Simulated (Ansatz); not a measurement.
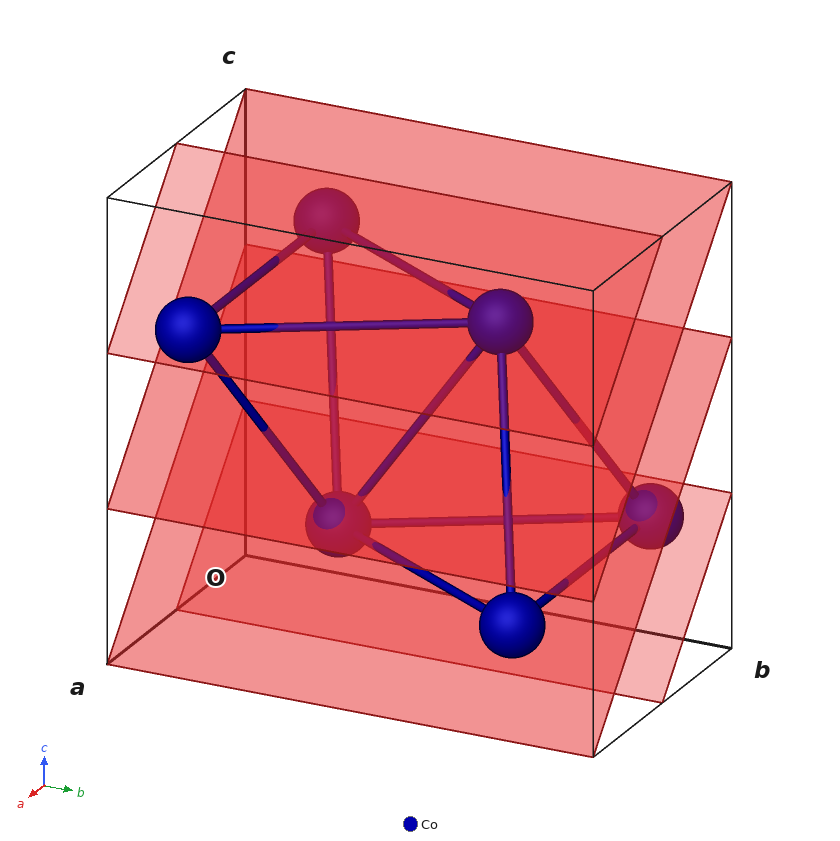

Crystal: Co, the input geometry of an electronic-structure calculation (not necessarily at equilibrium); the starting structure was generated, so it need not be a known form of this composition. Every member of one family of equally spaced planes, hx + ky + lz = a whole number, that cuts the unit cell is shaded (one member passes through the origin O, touching the cell only at an edge or corner). All values are computed from the atomic coordinates in the standard setting (tolerance 0.002 Å).

a = 2.494 Å, b = 4.320 Å, c = 4.035 Å, α = 90.00°, β = 90.02°, γ = 90.00°.

### What are the Miller indices?

(2 0 3); the opposite sign names the same planes. The member next to the origin meets the axes a at 1/2, b never, c at 1/3.

### What is the spacing?

d = 0.914 Å.

### Which atoms of the cell lie in these planes (within 0.03 Å)?

No atom.
